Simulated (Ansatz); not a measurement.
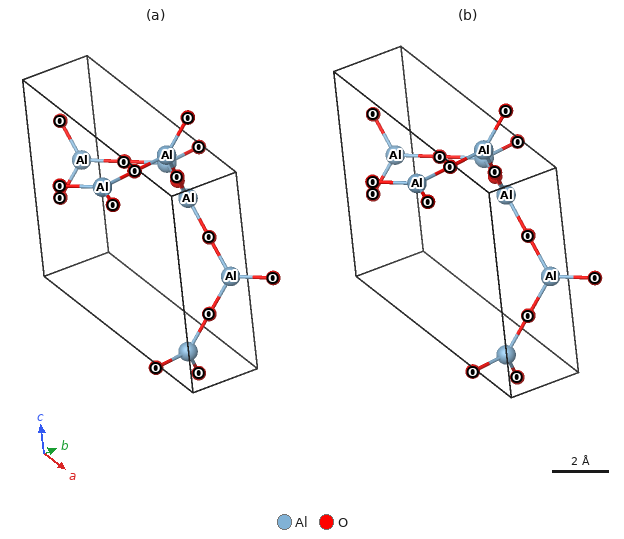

The structure of crystalline Al₂O₃ (a generated structure, set up in I4_132) (coarse preliminary run) before (left) and after (right) a relaxation, at one scale.

The picture is a ball-and-stick view of the cell of the calculation, seen slightly off an axis.

Method: DFT PBE, scalar-relativistic, plane waves, PAW (Ansatz 0.2.0).

Input
```yaml
crystal:
  lattice:
    - [-4.56860093, 4.56860093, 4.56860093]
    - [4.56860093, -4.56860093, 4.56860093]
    - [4.56860093, 4.56860093, -4.56860093]
  atoms:
    - { symbol: Al, position: [0.75, 0.75, 0.75] }
    - { symbol: Al, position: [0.5, 0.0, 0.75] }
    - { symbol: Al, position: [0.0, 0.75, 0.5] }
    - { symbol: Al, position: [0.75, 0.5, 0.0] }
    - { symbol: O, position: [0.625, 0.875, 0.75] }
    - { symbol: O, position: [0.875, 0.75, 0.625] }
    - { symbol: O, position: [0.75, 0.625, 0.875] }
    - { symbol: O, position: [0.25, 0.875, 0.625] }
    - { symbol: O, position: [0.625, 0.25, 0.875] }
    - { symbol: O, position: [0.875, 0.625, 0.25] }
basis:
  ecutwfc: 420
kpoints:
  mp_grid: { grid: [4, 4, 4] }
hamiltonian:
  xc: pbe
scf:
  occupations: { method: gaussian, width: 0.1 }
  lower_state_search: "off"
output:
  forces: true
  stress: true
  eigenvalues: true
relax:
  adjacent_minimum: "off"
  f_tol: 0.04
  max_steps: 70
  cell: { stress_tol: 0.4 }
```

Launched with:
```bash
ansatz run input.yaml --threads 1 --pin off --max-ram 2560MiB --backend cpu --events-out ev --progress --plain --runs-dir out
```

Describe what moved and what it gained.

Over 3 accepted moves (5 points after the start) the energy falls by 1.034 eV per cell of the calculation. All forces vanish by symmetry, so only the cell relaxes. Pressure: 7.11 GPa at the start and 0.11 GPa at the end. The SCF was repeated twice at an unchanged geometry on a basis and grid sized afresh for the cell, which shifted the energy by 91.6 meV per cell of the calculation at most. The atoms keep their places relative to the cell (all moves are under 0.005 Å). The drawn cell changes as follows: a = b = c 7.913 → 8.248 Å (+4.2 %); the volume changes by +13.3 %. Among the contacts that change: Al1–O5 1.615 → 1.684 Å. The space group stays I4_132 (No. 214).
